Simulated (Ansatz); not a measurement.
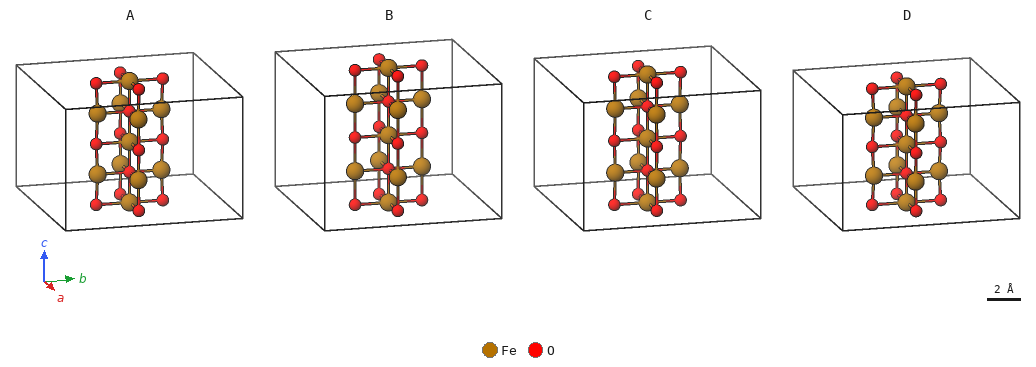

4 geometries from one relaxation of a wire of composition FeO, in shuffled order. The picture is a ball-and-stick view of the 2 repeat of the cell, with the vacuum cut short, seen slightly off an axis.

Case: wire along [0 0 1], 10 atoms a period.

These are results of Ansatz, DFT PBE, scalar-relativistic, plane waves, PAW, not measurements. Set-up: plane-wave cutoff 420 eV; k-point mesh 1 × 1 × 8; occupations gaussian; smearing width 0.05 eV; collinear spin; cell relaxed at fixed a, b, alpha, beta, gamma; force threshold 0.02 eV/Å; at most 45 steps.

Order the frames from highest to lowest energy.

Answer. B, C, A, D. They are steps 0, 1, 2, 9, at +4.218 eV per cell of the calculation, +1.905 eV per cell of the calculation, +0.438 eV per cell of the calculation relative to the last. After 7 accepted moves (9 points after the start) the energy has fallen by 4.218 eV per cell of the calculation. The largest force component goes from 1.4 to 0.00098 eV/Å. The SCF was repeated twice at an unchanged geometry on a basis and grid sized afresh for the cell, which shifted the energy by 27.4 meV per cell of the calculation at most. The largest moves relative to the layer's centre, 0.063 Å, are those of Fe atoms. By element the largest moves are Fe 0.063 Å, O 0.051 Å. Along the periodic axis the drawn cell goes c 8.618 → 7.435 Å (−13.7 %). Among the contacts that change: Fe–O 2.154 → 1.862 Å, Fe–O 2.154 → 2.091 Å, Fe–O 2.154 → 2.205 Å. Among the angles between lasting bonds that change: Fe–O–Fe 180.0° → 173.0°, O–Fe–O 180.0° → 173.0°, O–Fe–O 90.0° → 93.5°.

Limits of the set-up: the k-point mesh is coarse for a cell with partly filled bands.
